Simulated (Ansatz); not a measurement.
A periodic structure is given below.

```
CELL_PARAMETERS angstrom
2.71203 0.00000 0.00000
-0.09771 2.82419 0.00000
-0.03847 -0.03425 5.17448
ATOMIC_POSITIONS crystal
Ge 0.97824 0.25021 0.75822
Ge 0.02176 0.74979 0.24178
```

### Interpret the file: composition, symmetry and coordination.

The element is germanium. Space group: P-1 (No. 2). Lattice: primitive triclinic. The cell holds two atoms. Counting atoms within bonding range gives coordination numbers of Ge 6.

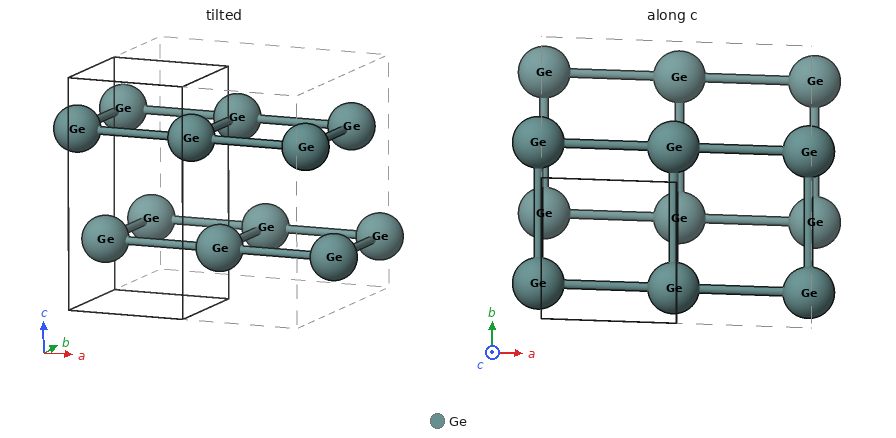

This ball-and-stick model is shown slightly off an axis and along the c axis. The solid frame is a single conventional unit cell within a 2×2×1 block. Colours: germanium teal.

Starting structure: a structure listed in the Materials Project. The cell was then strained or its atoms displaced on purpose. Ansatz was used for an electronic-structure calculation on it.
